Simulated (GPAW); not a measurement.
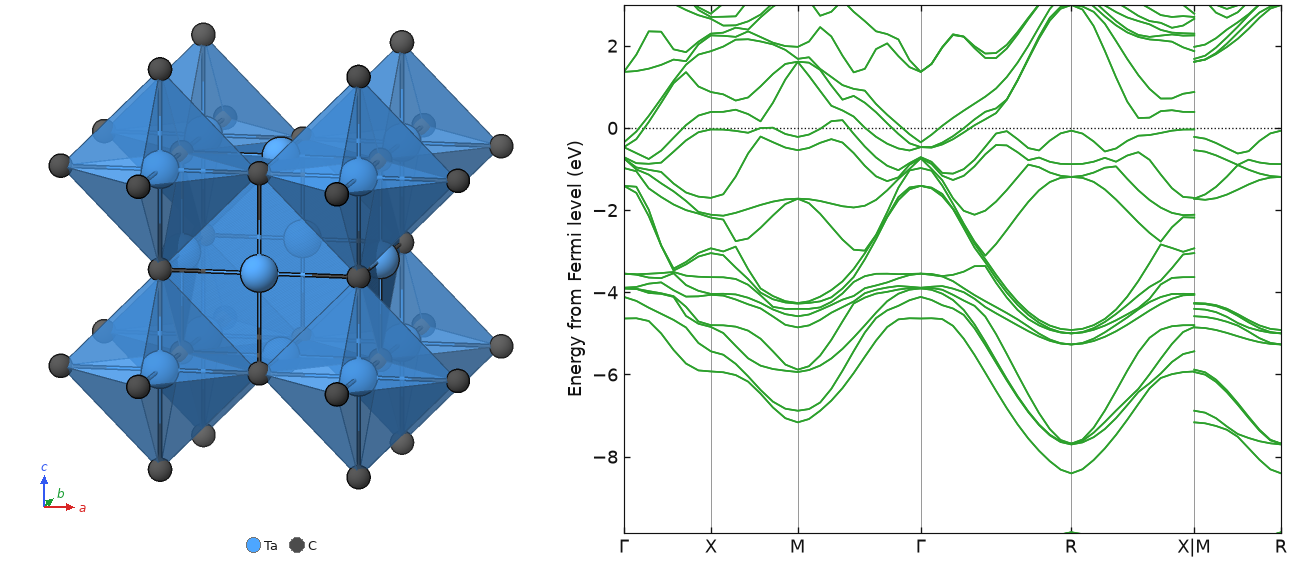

Band structure, beside the structure. Energies are counted from the Fermi level.

System: Ta₄C₃, space group Pm-3m, 7 atoms in the cell.

```cif
data_structure
_symmetry_space_group_name_H-M 'P 1'
_symmetry_Int_Tables_number 1
_cell_length_a 4.4453
_cell_length_b 4.4453
_cell_length_c 4.4453
_cell_angle_alpha 90.000
_cell_angle_beta 90.000
_cell_angle_gamma 90.000
_cell_volume 87.84
loop_
_atom_site_label
_atom_site_type_symbol
_atom_site_fract_x
_atom_site_fract_y
_atom_site_fract_z
_atom_site_occupancy
Ta1 Ta 0.00000 0.00000 0.00000 1
Ta2 Ta 0.50000 0.50000 0.00000 1
Ta3 Ta 0.50000 0.00000 0.50000 1
Ta4 Ta 0.00000 0.50000 0.50000 1
C1 C 0.00000 0.00000 0.50000 1
C2 C 0.00000 0.50000 0.00000 1
C3 C 0.50000 0.00000 0.00000 1
```

GPAW; PBEsol, PAW data sets generated in the run's folder for this functional, spin-orbit coupling, no magnetisation, 6×6×6 k mesh, 800 eV cutoff, Fermi-Dirac smearing of 0.05 eV.

**Does this material conduct, going by its bands?**

A metal: bands cross the Fermi level along this path.

**Which levels at R lie nearest to the Fermi level?**

At R the nearest levels lie 0.07 eV below and 2.99 eV above the Fermi level.

Spin-orbit coupling was added after a scalar SCF, so levels and gaps hold it while energy, forces, pressure and moments don't. This program's spin-orbit splittings come out too wide for heavy elements. The cell is at −8 GPa in this functional. The cell comes from a database of computed structures, and whether it is the stable form of this composition wasn't checked. Bands are joined in order of energy, so crossings between the computed points show as kinks or gaps.
